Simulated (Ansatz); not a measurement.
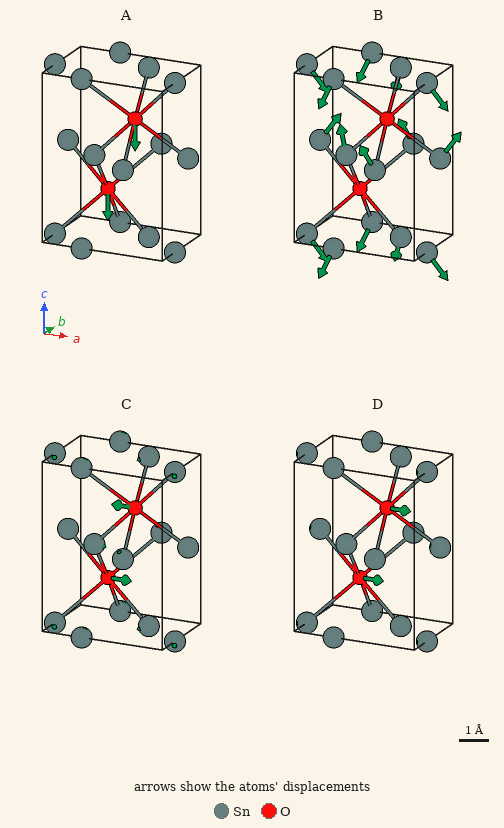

Modes of crystalline Sn3O (a generated structure) at 0.98 times its rest volume, space group P6₃22 (No. 182), at the zone centre (one member of each degenerate set). The green arrows give the relative displacements of the atoms. Style: ball-and-stick. Shown: the cell of the calculation, slightly off an axis.

Method: DFT PBEsol, scalar-relativistic, plane waves, PAW (Ansatz).

The frequencies depend somewhat on the k-mesh and the smearing.

> Give the symmetry species and the selection rules of each.

A is A₂, infrared-active by symmetry (126i cm⁻¹). B is B₂, silent by symmetry (neither infrared- nor Raman-active) (83 cm⁻¹). C is E₂, Raman-active by symmetry (136 cm⁻¹). D is E₁, infrared- and Raman-active by symmetry (114i cm⁻¹). In a metal the free carriers screen the infrared response.
